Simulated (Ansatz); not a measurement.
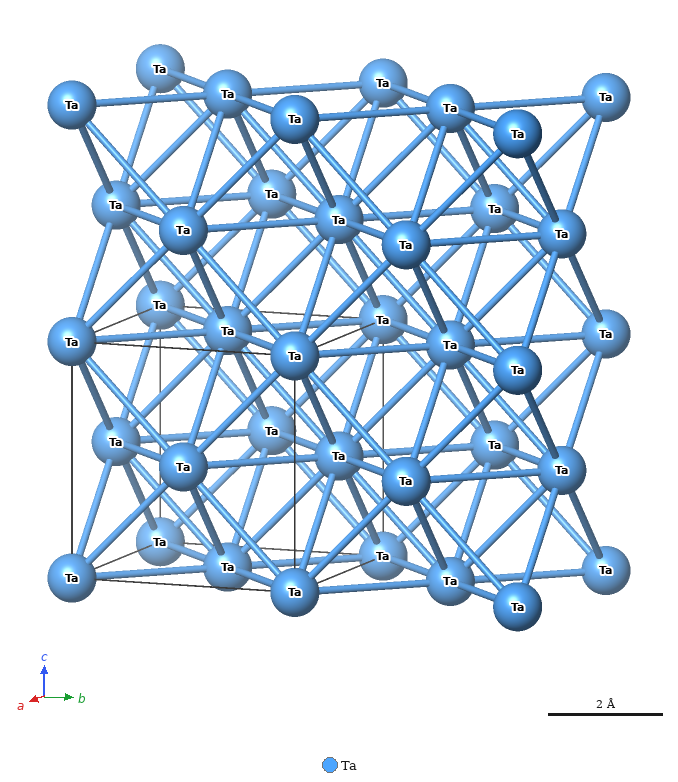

Figure 1. The structure as given in the input (ball-and-stick view of the cell 4 times as large as that of the calculation, set on its symmetry axes, repeated 1 × 2 × 2, seen slightly off an axis). An atom can appear more than once, as a periodic image. Near neighbours in the periodic cell (some may lie outside the picture): Ta has 12 Ta at 2.98 Å.

Single-point calculation, with input and output: Ta

The run: single-point calculation of Ta (1 atom in the cell). Method and program: DFT PBEsol, scalar-relativistic, plane waves, PAW, no spin polarisation (Ansatz 0.2.0).

The structure derives from an entry of the Crystallography Open Database.

What the program printed:
```
Engine: ansatz 0.2.0, x86_64-unknown-linux-gnu
Pseudopotentials: kind: paw
Pseudopotential: Ta, paw, valence charge 13, recommended cutoff 420 eV (normal), Ta.paw.azcp
Functional definition: PBEsol
  exchange = pbesol_x
  correlation = pbesol_c
Crystal: 1 atoms, lattice volume = 18.788 Å³
Basis set: ecut = 420 eV, 339 PW (Γ), exchange–correlation on 40×40×40 points (8 copies of the dense FFT grid, shifted against one another)
Bands: 11, of which v1, the nominal top of the filled ones, is band 7 counted from 1 (6 counted from 0)
Symmetry: 48 space group operations
Space group: Fm-3m (ITA 225), of the structure as read, at distance tolerance 2.7e-5 Å
k-points: 256 of 8000
Non-local potential: Ta, projectors of the file, l = 0: 3, l = 1: 2, l = 2: 2, l = 3: 1
PAW form: soft (Blöchl's): semilocal exchange-correlation on the pseudo side does not see the compensation charge
PAW frozen core: Ta, regenerated for the run's functional, and the local potential with it (the file was generated under x = pbe(κ = 0.804, μ = 0.2195149727645171), c = pbe(β = 0.06672455060314922))
PAW one-centre angular grid: Ta, 590 points (default); XC on 64 Gauss nodes
Initial density: superposition of atomic densities (neutral atoms: chi_scale 0, normalization atom), corrected by the library's trained network
Initial wavefunctions: pseudopotential atomic-orbital guess
Functional: x = pbesol(κ = 0.804, μ = 0.12345679012345678), c = pbesol(β = 0.046)
SCF iter   1: F=—  HF=-9806.229607 eV  |F-HF|=—  |Δ(HF+E_count)|=         —  Δρ=2.65e-3  dr2=5.24e-4  ethr=1.77e-3  ⟨swp⟩=5.1  Hψ=15607  notcnv=0
preconditioner: auto → none  [metal: Δε(μ)=0.001 eV  Ē_g=7.826 eV  σ=0.150 eV  W_gap=0.00  n_scr=0 (ndim 8)  ℏωp=19.2 eV  f_vac=0.000  D(μ)=1.19/eV (n_scr^D=14)]
SCF iter   2: F=—  HF=-9806.229476 eV  |F-HF|=—  |Δ(HF+E_count)|=   1.31e-4  Δρ=1.36e-3  dr2=1.01e-4  ethr=4.03e-6  ⟨swp⟩=2.2  Hψ=6196  notcnv=0
SCF iter   3: F=—  HF=-9806.229533 eV  |F-HF|=—  |Δ(HF+E_count)|=   5.77e-5  Δρ=1.85e-4  dr2=1.74e-6  ethr=7.80e-7  ⟨swp⟩=1.1  Hψ=2834  notcnv=0
SCF iter   4: F=—  HF=-9806.229534 eV  |F-HF|=—  |Δ(HF+E_count)|=   8.37e-7  Δρ=3.95e-5  dr2=7.87e-8  ethr=1.34e-8  ⟨swp⟩=2.5  Hψ=4154  notcnv=0
iter 5 did not close the SCF: its close was put off for the readings that it lacked (scf_convergence_deferred on its scf_iter line)
SCF iter   5: F=-9806.229534 eV  HF=-9806.229534 eV  |F-HF|=8.08e-10  |Δ(HF+E_count)|=   1.15e-8  Δρ=4.52e-6  dr2=1.81e-9  ethr=6.06e-10  ⟨swp⟩=2.1  Hψ=4304  notcnv=0
SCF iter   6: F=-9806.229534 eV  HF=-9806.229534 eV  |F-HF|=9.46e-11  |Δ(HF+E_count)|=  6.02e-10  Δρ=1.46e-6  dr2=1.62e-10  ethr=1.39e-11  ⟨swp⟩=5.5  Hψ=12748  notcnv=0
SCF 1 converged in 6 iterations: F = -9806.229534 eV  dr2 = 1.62e-10
  greatest PAW one-centre occupation: 1.000 electrons in one spin orbital (limit 2), on the Ta atom at site 0 (counted from 0), in its partial waves of l = 0
SCF converged after 6 iterations
Free energy (F): -9806.229534 eV
Harris-Foulkes:  -9806.229534 eV  (|F-HF|=9.46e-11)
Internal energy: -9806.216147 eV  (E = F + TS)
E sigma→0 (E₀):  -9806.222840 eV
Entropy (-TS):   -0.013388 eV (-13.388 meV/atom)
Fermi energy:    17.959885 eV
--- Per-component energies (eV) ---
  E_band       = -117.001419
  E_kinetic    = 364.619715
  E_local      = -573.917571  (includes V_loc(G=0)·N_el)
  E_nonlocal   = 16.827319
  E_hartree    = 196.564239
  E_xc         = -216.377890
  E_vxc        = -203.009099  (∫ρ·V_xc dr)
  E_paw        = -8272.173529  (= ΣΔE_a)
  E_vpaw       = -114.650329  (= ΣTr[D̂ρ^β])
  E_aug_tail   = 0.000158  (compensation charges beyond the density's cutoff)
  E_ewald      = -1321.972233
  E_core_change = 0.213646  (= ΣΔE_core)
  E_smearing   = -0.013388  (= −TS)
  E_closure    = 0.000000  (closes the sum)
  Σ components = -9806.229534   (vs F -9806.229534, Δ=0.00e0)
--- Forces (eV/Å), atoms counted from 1 ---
  atom   1  Ta     0.00000000     0.00000000     0.00000000
  max |Σ_I F_I| component: 8.63e-32 eV/Å
--- Stress (GPa, compression-positive) ---
       -5.921945       0.000000       0.000000
        0.000000      -5.921945       0.000000
        0.000000      -0.000000      -5.921945
  P = ⅓ Tr σ = -5.9219 GPa (-59.219 kbar)
--- Band table (eV; the first three rows and the last of 256) ---
  k-point 0: bands = ["-49.5786", "-15.5772", "-15.5772", "-15.5772", "9.8442", "18.3991", "18.3991", "18.3991", "21.3868", "21.3868", "30.1461"]
  k-point 1: bands = ["-49.5764", "-15.6040", "-15.5806", "-15.5806", "9.9446", "18.3108", "18.4478", "18.4478", "21.3382", "21.3382", "30.3561"]
  k-point 2: bands = ["-49.5702", "-15.6811", "-15.5904", "-15.5904", "10.2382", "18.0750", "18.5788", "18.5788", "21.2206", "21.2206", "30.9318"]
  k-point 255: bands = ["-49.4608", "-16.2466", "-16.2466", "-15.9607", "15.2012", "16.8079", "16.8079", "19.9150", "24.4472", "27.6838", "28.2151"]
```

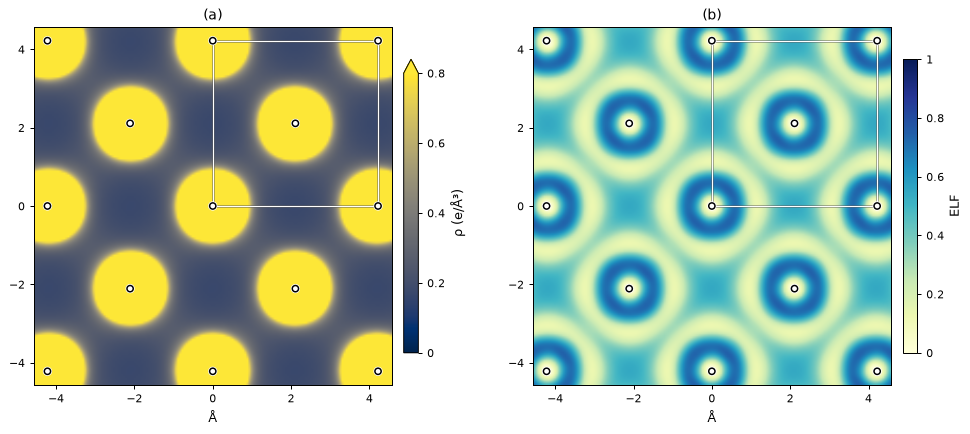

Figure 2. (a) valence electron density; (b) electron localisation function on the (010) plane of the conventional cell. Circles mark the nuclei in the plane (Ta). Atoms in the plane: Ta. Ta–Ta (2.98 Å): ρ at the midpoint is about 0.27 e/Å³; the ELF is about 0.30 at the midpoint (no shared electron pair). Away from the nuclei the density in this plane falls to 0.17 e/Å³ at its lowest.5. The strong features right at Ta lie inside the PAW spheres (semicore, d or f shells) and say nothing about bonding. In a PAW calculation such maps are meaningful between the atoms, not at the nuclei.

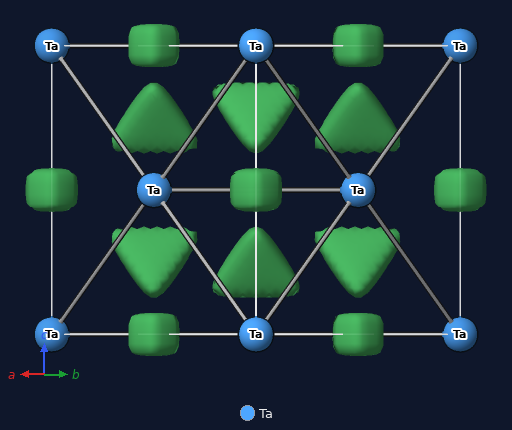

Figure 3. Isosurface of the ELF at 0.5 (green), seen along [110]. Core shells and regions of very low density are left out. Sticks mark near contacts. The outline is the cell set on symmetry axes. Profiles from the grid: Ta–Ta (2.98 Å): the ELF is about 0.30 at the midpoint; no localised pair between them.

This output came from the following input.

Input file:
```yaml
crystal:
  lattice:
    - [0.0, 2.11, 2.11]
    - [2.11, 0.0, 2.11]
    - [2.11, 2.11, 0.0]
  atoms:
    - { symbol: Ta, position: [0.0, 0.0, 0.0] }
basis:
  ecutwfc: 420
kpoints:
  mp_grid: { grid: [20, 20, 20] }
hamiltonian:
  xc: pbesol
scf:
  occupations: { method: gaussian, width: 0.15 }
output:
  forces: true
  stress: true
  eigenvalues: true
  write_density: true
  write_potential: true
  elf: true
  volumetric_format: npy
```

Command:
```bash
ansatz run input.yaml --threads 1 --pin off --max-ram 2560MiB --backend cpu --events-out ev --progress --plain --runs-dir out
```

Results in brief:

```json
{"quantity": "outcome", "value": "converged"}
{"quantity": "space group (tolerance 0.01 Å)", "value": "Fm-3m (225)"}
{"quantity": "electrons treated", "value": "13"}
{"quantity": "free energy", "value": "−9806.2295 eV"}
{"quantity": "Fermi energy", "value": "17.960 eV"}
{"quantity": "gap on the k-point mesh", "value": "none (metallic)"}
{"quantity": "pressure", "value": "−5.92 GPa"}
{"quantity": "largest force (length of the vector)", "value": "under 0.001 eV/Å"}
{"quantity": "hardware", "value": "1 thread of Intel Xeon @ 2.70GHz, 189 GiB of memory available, shared host"}
{"quantity": "wall time", "value": "4.2 s"}
{"quantity": "peak memory", "value": "0.35 GiB"}
```

Remarks:

Spin–orbit coupling is left out, which matters for Ta. The cell is under a tension of 5.9 GPa at this level, so it is not at its equilibrium volume.
